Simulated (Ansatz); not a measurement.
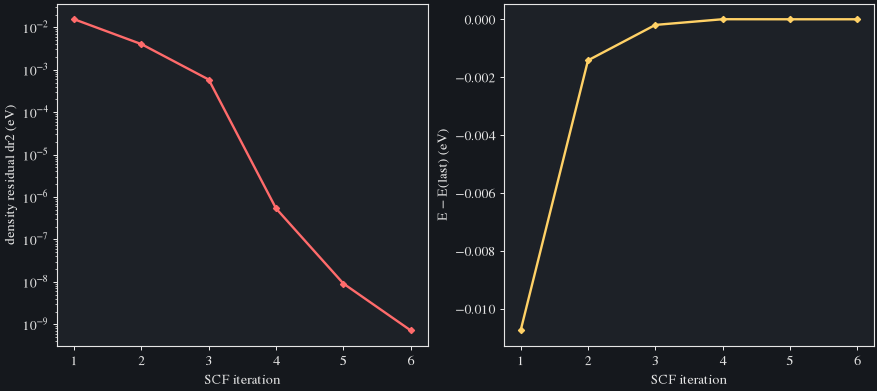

The plot shows the SCF iterations of a calculation: density residual dr2, Harris–Foulkes energy less its last value. The starting density is a sum of atomic densities corrected by a trained network.

Ge (2 atoms in the cell), run with Ansatz.

```
crystal:
  lattice:
    - [-2.0336859, 2.0336859, 1.10858518]
    - [2.0336859, -2.0336859, 1.10858518]
    - [2.0336859, 2.0336859, -1.10858518]
  atoms:
    - { symbol: Ge, position: [0.25, 0.75, 0.5] }
    - { symbol: Ge, position: [0.5, 0.5, 0.0] }
basis:
  ecutwfc: 420
kpoints:
  mp_grid: { grid: [16, 16, 16] }
hamiltonian:
  xc: lda
scf:
  occupations: { method: gaussian, width: 0.1 }
  max_iter: 60
output:
  forces: true
  eigenvalues: true
  stress: true
```

Command:
```bash
ansatz run input.yaml --threads 1 --pin off --max-ram 2560MiB --backend cpu --events-out ev --progress --plain --runs-dir out
```

**Was self-consistency reached?**

Converged, in 6 iterations. The residual falls at every step.

**Is anything amiss with this input?**

The input holds a fault (a lattice far too small). The SCF closed all the same, which doesn't make the results meaningful for the real system.
